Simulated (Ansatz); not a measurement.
The coordinates of a crystal:

```xyz
4
Lattice="5.1716 0.0000 0.0000 0.0000 5.1716 0.0000 0.0000 0.0000 5.1716" Properties=species:S:1:pos:R:3 pbc="T T T"
Gd    0.0000    0.0000    0.0000
Gd    0.0000    2.5858    2.5858
Gd    2.5858    0.0000    2.5858
Gd    2.5858    2.5858    0.0000
```

### What would you see if this were drawn?

The element is gadolinium. Space group: Fm-3m (No. 225). Lattice: face-centred cubic. Type of structure: face-centred cubic (Cu type). The cell holds four atoms. Gd is linked to twelve Gd in a cuboctahedral arrangement at 3.66 Å. The bonds build a three-dimensional framework.

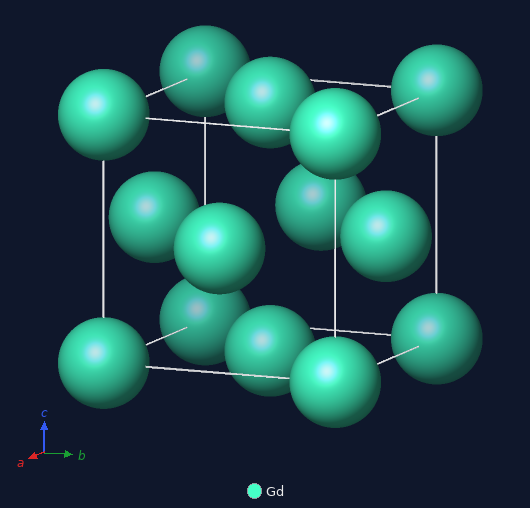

An orthographic spheres-only view of the structure, slightly off an axis. The edges of the conventional unit cell are marked.

The initial geometry was a structure listed in the Materials Project. Earlier steps of the study, as a rule a relaxation of our own, may have changed the cell and positions, so they can lie some per cent off the listed ones. It went into a calculation with Ansatz.
